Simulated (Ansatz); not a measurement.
**Ta: stress in a strained cell**

Ta is deformed so: x and y strained by -1 %, z held. What stress and forces result, by LAPW, PAW and all-electron datasets made for the crystal?

Computed with Ansatz 0.2.0 (DFT PBE, scalar-relativistic, unless a step's input says otherwise).

### Step 1. Starting point

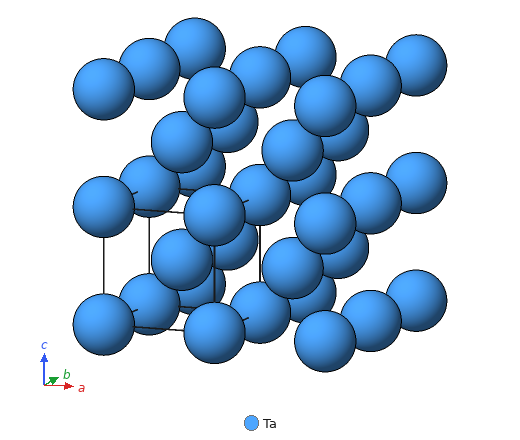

The starting structure, seen slightly off an axis (tantalum blue). 2×2×2 cells are drawn. Atoms on the faces are drawn again on the opposite ones. The cell drawn here is the conventional one.

Coordinates:

```
CELL_PARAMETERS angstrom
-1.65128 1.65128 1.65128
1.65128 -1.65128 1.65128
1.65128 1.65128 -1.65128
ATOMIC_POSITIONS crystal
Ta 0.00000 0.00000 0.00000
```

### Step 2. The deformed structure

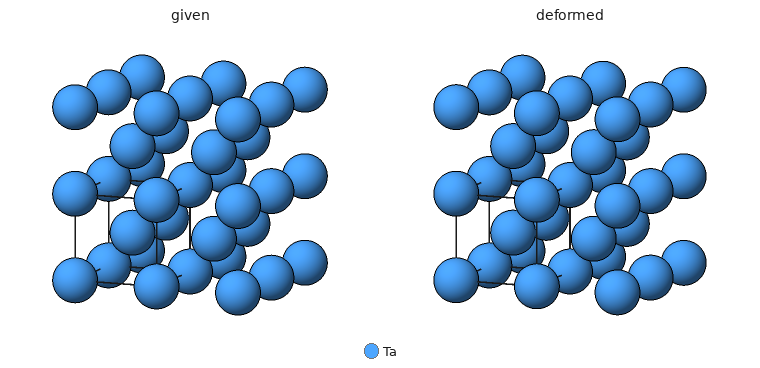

Given and deformed, at one scale.

Space group Im-3m before, I4/mmm after.

### Step 3. LAPW, all electrons

The input, input.yaml:

```yaml
crystal:
  lattice:
    - [-1.6347672, 1.6347672, 1.65128]
    - [1.6347672, -1.6347672, 1.65128]
    - [1.6347672, 1.6347672, -1.65128]
  atoms:
    - { symbol: Ta, position: [0.0, 0.0, 0.0] }
kpoints:
  mp_grid: { grid: [15, 15, 15] }
scf:
  occupations: { method: fermi_dirac, width: 0.05 }
hamiltonian:
  xc: pbe
  pseudopotentials: { kind: all_electron, lapw: { basis_error: 0.00025 } }
output:
  forces: true
  stress: true
  eigenvalues: true
```

What it wrote (excerpt; [...] marks lines left out):

```text
LAPW: plane waves up to 9.022 Å⁻¹, error target 2.5e-4 eV per atom; small_component_spin mean_spin; Ta in spheres of 1.421 Å, 43 of its electrons in bands, Dirac shells []
[...]
Pseudopotentials: kind: all_electron
Pseudopotential: Ta, LAPW, valence charge 43, Koelling and Harmon's equation, gaussian nucleus
Functional definition: PBE
[...]
Crystal: 1 atoms, lattice volume = 17.652 Å³
Basis set: ecut = 310.1309611700425 eV, 225 PW (Γ), exchange–correlation at level 2
Bands: 26, of which v1, the nominal top of the filled ones, is band 22 counted from 1 (21 counted from 0)
Symmetry: 16 space group operations
Space group: I4/mmm (ITA 139), of the structure as read, at distance tolerance 2.6e-5 Å
k-points: 288 of 3375
[...]
SCF iter   1: F=—  HF=-424569.230253 eV  |F-HF|=—  |Δ(HF+E_count)|=         —  Δρ=2.61e-2  dr2=7.76e-2  ethr=1.80e-4  ⟨swp⟩=2.9  Hψ=46535  notcnv=0
[...]
the basis was enlarged: its passes take 996.7 KiB over the memory plan, 1 of 1 planned eigensolver slots
[...]
SCF iter   8: F=-424569.095941 eV  HF=-424569.095941 eV  |F-HF|=1.92e-9  |Δ(HF+E_count)|=   8.53e-8  Δρ=6.33e-6  dr2=2.53e-9  ethr=7.51e-10  ⟨swp⟩=2.6  Hψ=22563  notcnv=0
[...]
SCF converged after 8 iterations
Free energy (F): -424569.095941 eV
[...]
E sigma→0 (E₀):  -424569.091038 eV
Entropy (-TS):   -0.009805 eV (-9.805 meV/atom)
Fermi energy:    25.366236 eV
[...]
--- Forces (eV/Å), atoms counted from 1 ---
  atom   1  Ta     0.00000000     0.00000000     0.00000000
[...]
--- Stress (GPa, compression-positive) ---
        7.494106       0.000000       0.000000
        0.000000       7.494106       0.000000
        0.000000       0.000000       6.174255
  P = ⅓ Tr σ = 7.0542 GPa (70.542 kbar)
--- Band table (eV; the first three rows and the last of 288) ---
  k-point 0: bands = ["-368.9678", "-368.9672", "-368.9672", "-190.5297", "-190.5284", "-190.5114", "-190.5113", "-190.5113", "-41.6855", "-7.6039", "-7.6015", "-7.6015", "6.5628", "6.5631", "6.5631", "6.6174", "6.6202", "6.6202", "6.6723", "17.3848", "26.0495", "26.0495", "26.1793", [...]
[...]
```

Run time: 25 s. Hardware: 1 thread, shared host.

Result: pressure 7.05 GPa; no gap.

### Step 4. PAW with frozen cores

Changes to input.yaml since step 3:

```diff
@@ -13,3 +13,3 @@
   xc: pbe
-  pseudopotentials: { kind: all_electron, lapw: { basis_error: 0.00025 } }
+  pseudopotentials: { kind: paw }
 output:
@@ -18 +18,2 @@
   eigenvalues: true
+  efg: { contact_densities: true }
```

What it wrote (excerpt; [...] marks lines left out):

```text
Ta: output.efg is read without spin–orbit coupling, which moves field gradients at and beside such atoms by some per cent and up to a factor of two; PAW files take it under magnetization.noncollinear and magnetization.spin_orbit
[...]
Pseudopotentials: kind: paw
Pseudopotential: Ta, paw, valence charge 13, recommended cutoff 420 eV (normal)
Functional definition: PBE
[...]
Crystal: 1 atoms, lattice volume = 17.652 Å³
Basis set: ecut = 420 eV, 337 PW (Γ), exchange–correlation on 40×40×40 points (8 copies of the dense FFT grid, shifted against one another)
Bands: 11, of which v1, the nominal top of the filled ones, is band 7 counted from 1 (6 counted from 0)
Symmetry: 16 space group operations
Space group: I4/mmm (ITA 139), of the structure as read, at distance tolerance 2.6e-5 Å
k-points: 288 of 3375
[...]
SCF converged after 6 iterations
Free energy (F): -9932.240935 eV
[...]
E sigma→0 (E₀):  -9932.236027 eV
Entropy (-TS):   -0.009815 eV (-9.815 meV/atom)
Fermi energy:    19.076885 eV
[...]
--- Forces (eV/Å), atoms counted from 1 ---
  atom   1  Ta    -0.00000000     0.00000000     0.00000000
[...]
--- Stress (GPa, compression-positive) ---
        7.601567       0.000000       0.000000
        0.000000       7.601567      -0.000000
        0.000000      -0.000000       6.287271
  P = ⅓ Tr σ = 7.1635 GPa (71.635 kbar)
--- PAW observables at the nuclei: V_zz in 10²¹ V/m², potentials from the cell's mean, atoms counted from 1 ---
  atom   1  Ta V_zz =    +0.770213   η = 0.0000   by run symmetry: allowed
            electrostatic potential = -14502.329741 V   contact ρ = 8154562.491802 e/Å³
--- Band table (eV; the first three rows and the last of 288) ---
  k-point 0: bands = ["-47.9456", "-13.8695", "-13.8670", "-13.8670", "11.0970", "19.7656", "19.7656", "19.8956", "23.0631", "23.2428", "33.6547"]
[...]
```

Wall time 2.4 s (1 thread, shared host).

Read from it: pressure 7.16 GPa; no gap; Vzz Ta 0.77 (η = 0.00) (10²¹ V/m²).

### Step 5. All-electron PAW on datasets made for the crystal

Changes to input.yaml since step 4:

```diff
@@ -13,3 +13,3 @@
   xc: pbe
-  pseudopotentials: { kind: paw }
+  pseudopotentials: { kind: all_electron, datasets: crystal }
 output:
```

What it wrote (excerpt; [...] marks lines left out):

```text
[...]
Ta: output.efg is read without spin–orbit coupling, which moves field gradients at and beside such atoms by some per cent and up to a factor of two; PAW files take it under magnetization.noncollinear and magnetization.spin_orbit
[...]
Pseudopotentials: kind: all_electron
Pseudopotential: Ta, paw, valence charge 27, recommended cutoff 240 eV (normal), Koelling and Harmon's equation, gaussian nucleus
Functional definition: PBE
[...]
Crystal: 1 atoms, lattice volume = 17.652 Å³
Basis set: ecut = 240 eV, 141 PW (Γ), exchange–correlation on 30×30×30 points (8 copies of the dense FFT grid, shifted against one another)
Bands: 11, of which v1, the nominal top of the filled ones, is band 7 counted from 1 (6 counted from 0)
Symmetry: 16 space group operations
Space group: I4/mmm (ITA 139), of the structure as read, at distance tolerance 2.6e-5 Å
k-points: 288 of 3375
[...]
Fermi energy:    25.366278 eV
[...]
  The terms above E_closure are by the made datasets' own strengths, without shells solved beside the bands.
--- Forces (eV/Å), atoms counted from 1 ---
  atom   1  Ta     0.00000000     0.00000000    -0.00000000
[...]
--- Stress (GPa, compression-positive) ---
        7.496712       0.000000       0.000000
        0.000000       7.496712       0.000000
        0.000000      -0.000000       6.176856
  P = ⅓ Tr σ = 7.0568 GPa (70.568 kbar)
  It holds what live shells' own plane waves past their cutoff add
--- PAW observables at the nuclei: V_zz in 10²¹ V/m², potentials from the cell's mean, atoms counted from 1 ---
  atom   1  Ta V_zz =    +0.740747   η = 0.0000   by run symmetry: allowed
            electrostatic potential = -14502.192072 V   contact ρ = 8150703.725364 e/Å³
--- Band table (eV; the first three rows and the last of 288) ---
  k-point 0: bands = ["-41.6854", "-7.6038", "-7.6015", "-7.6015", "17.3848", "26.0496", "26.0496", "26.1794", "29.3455"]
[...]
```

Wall time 15 s (1 thread, shared host).

In short: pressure 7.06 GPa; no gap; Vzz Ta 0.74 (η = 0.00) (10²¹ V/m²).

### Step 6. Stress and forces compared

Stress (GPa, compression positive):

```tsv
method	xx	yy	zz	yz	xz	xy
LAPW	7.49	7.49	6.17	0.00	0.00	0.00
PAW	7.60	7.60	6.29	0.00	0.00	0.00
crystal datasets	7.50	7.50	6.18	0.00	0.00	0.00
```

| method | pressure (GPa) | Vzz Ta (10²¹ V/m²) | SCF cycles, all passes | time |
| --- | --- | --- | --- | --- |
| LAPW | 7.05 | – | 8 | 25 s |
| PAW | 7.16 | 0.77 | 6 | 2.4 s |
| crystal datasets | 7.06 | 0.74 | 7 | 15 s |

### Step 7. What came out

```
                                 quantity                                           value
                                 pressure  LAPW 7.05, PAW 7.16, crystal datasets 7.06 GPa
largest shear or deviatoric stress (LAPW)                                        0.88 GPa
```

In words: The largest part of the stress beyond the pressure is 0.88 GPa in size, in the zz component. No run of the undeformed cell stands beside it, so the pressure holds what the given cell had before the change. PAW: stress within 0.11 GPa of LAPW. Crystal datasets: stress within 0.01 GPa of LAPW. Spin-orbit coupling is left out, though the cell holds Ta; in elements this heavy it can shift bands and gaps by tenths of an eV.
